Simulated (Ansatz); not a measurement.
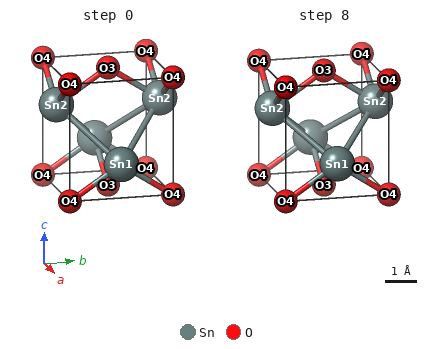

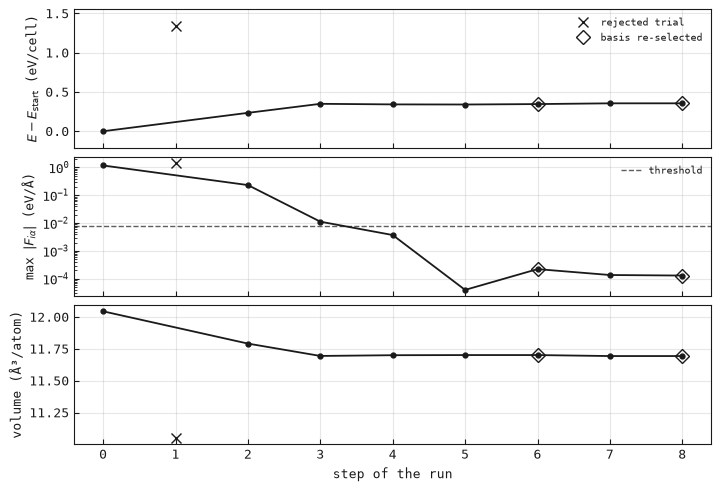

First and last geometry of a relaxation of crystalline SnO (set up in P4/nmm), with the history of the run. The picture is a ball-and-stick view of the cell of the calculation, seen slightly off an axis.

Case: relaxed at 50 GPa.

The calculation used DFT PBEsol, scalar-relativistic, plane waves, PAW (Ansatz 0.2.0). Set-up: plane-wave cutoff 420 eV; k-point mesh 12 × 12 × 10; occupations gaussian; smearing width 0.1 eV; target pressure 50 GPa; no spin polarisation; cell and atoms relaxed; force threshold 0.008 eV/Å; at most 50 steps.

> Did the run converge, and what did it change?

It converged. The largest moves relative to the cell, 0.051 Å, are those of Sn1 and Sn2. Sn2 goes along −c. O stays in place. The volume changes by −2.9 %, with a = b 3.486 → 3.480 Å (−0.2 %), c 3.964 → 3.863 Å (−2.5 %). Near-neighbour distances that change, for instance: Sn1–Sn2 2.989 → 2.906 Å, Sn1–O3 2.081 → 2.090 Å. The space group stays P4/nmm (No. 129). Over 5 accepted moves (8 points after the start) the energy rises by 0.356 eV per cell of the calculation. With the target pressure of 50 GPa, the enthalpy E + pV changes by −82.4 meV per cell of the calculation. Largest force component: 1.2 eV/Å at the start, 0.00013 eV/Å at the end. The pressure goes from 45.69 to 50.00 GPa. The line search rejected the trial step at point 1 of the run. At 2 points the geometry stayed and the basis and grid were re-selected for the new cell (energy shift of 5.5 meV per cell of the calculation at most each time). Cost: 110 s on 1 thread of Arm Neoverse V1, on a shared host, peak memory 0.44 GiB.
